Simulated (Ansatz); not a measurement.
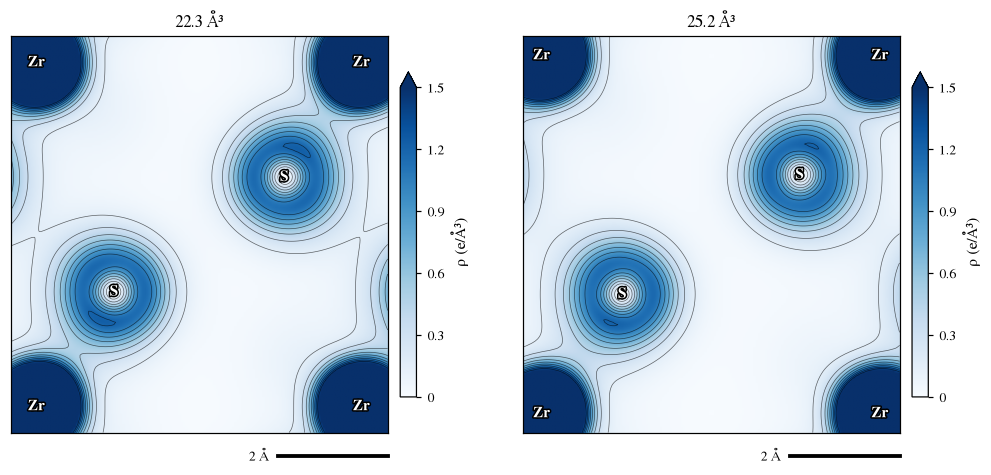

ZrS2. The valence electron density of cells scaled evenly to different volumes (given per atom above each panel), on the (110) plane of each (indices in the axes of the cell below), at one length scale and on one colour scale.

A structure from a database of computed crystals, not necessarily the ambient phase.

All numbers below come from Ansatz 0.2.0, Kohn-Sham DFT of a periodic cell, BLYP with D4, Ansatz PAW.

The density is the valence pseudo-density of a PAW calculation; it isn't the true density close to the nuclei.

The largest cell:

```
Zr S
1.0
     3.76378    0.00000    0.00000
    -1.88189    3.25953    0.00000
     0.00000    0.00000    6.15956
Zr S
1 2
Direct
  0.00000 0.00000 0.00000
  0.33333 0.66667 0.23791
  0.66667 0.33333 0.76209
```

| volume (Å³/atom) | Zr–S contact in the plane (Å) | ρ at its midpoint (e/Å³) | pressure (GPa) | gap on the mesh (eV) | 
| --- | --- | --- | --- | --- |
| 22.34 | 2.518 | 0.469 | 6.7 | 1.06 | 
| 23.76 | 2.571 | ? | ? | ? | 
| 25.19 | 2.621 | 0.400 | −4.3 | 1.10 | 

Question: Estimate the missing row, and compare with the calculation.

Answer: Over the known rows ln ρ falls by 1.55 per Å of Zr–S distance (the line through the two), which gives 0.432 e/Å³ at 2.571 Å; the calculation gives 0.432 e/Å³. For the pressure, a straight line in volume between the neighbouring rows gives 1.2 GPa; the calculation gives 0.4, lower because pressure rises ever faster on compression. For the gap on the mesh, a straight line in volume between the neighbouring rows gives 1.08 eV; the calculation gives 1.09.
